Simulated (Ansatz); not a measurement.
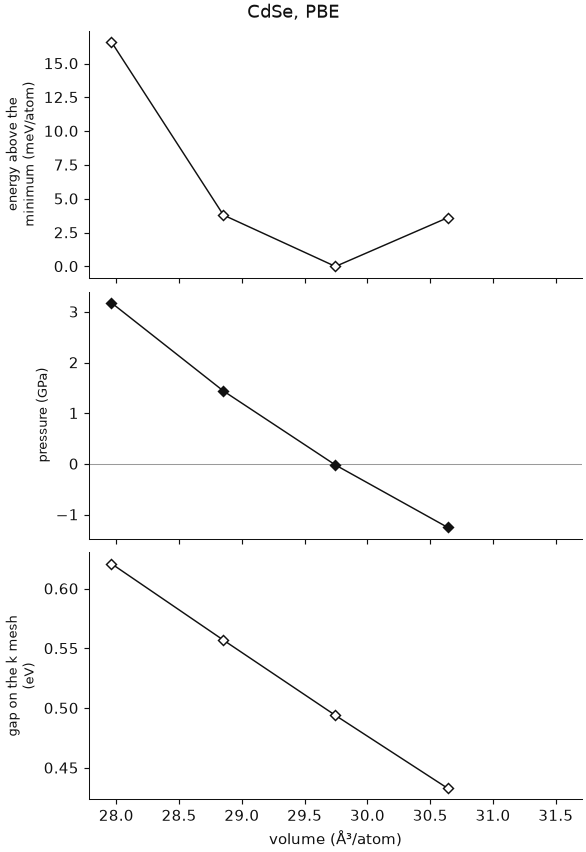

The figure shows the energy above the minimum, pressure and gap on the k mesh against volume for CdSe, space group F-43m (No. 216).

Structure:
```
Cd Se
1.0
     0.00000    3.09841    3.09841
     3.09841    0.00000    3.09841
     3.09841    3.09841    0.00000
Cd Se
1 1
Cartesian
  0.0000 0.0000 0.0000
  4.6476 4.6476 4.6476
```

Computed with Ansatz 0.2.0: third-order Birch-Murnaghan fit to density functional energies at scaled volumes of the given relaxed cell, shape and atoms relaxed at each volume; energies count from the fitted minimum; plane waves with PAW datasets, Γ-centred k mesh. Level: PBE, no spin polarisation.

- wave cutoff: 420 eV
- k mesh: 10×10×10
- occupations: Gaussian
- smearing width: 0.02 eV

The point at volume 31.530 Å³/atom is left out of the plot. What does the calculation give there?

```csv
volume (Å³/atom),energy above the minimum (meV/atom),pressure (GPa),gap on the k mesh (eV)
31.530,13.6,-2.29,0.374
```

Caveats: a crossing between the sampled k points may be missed.
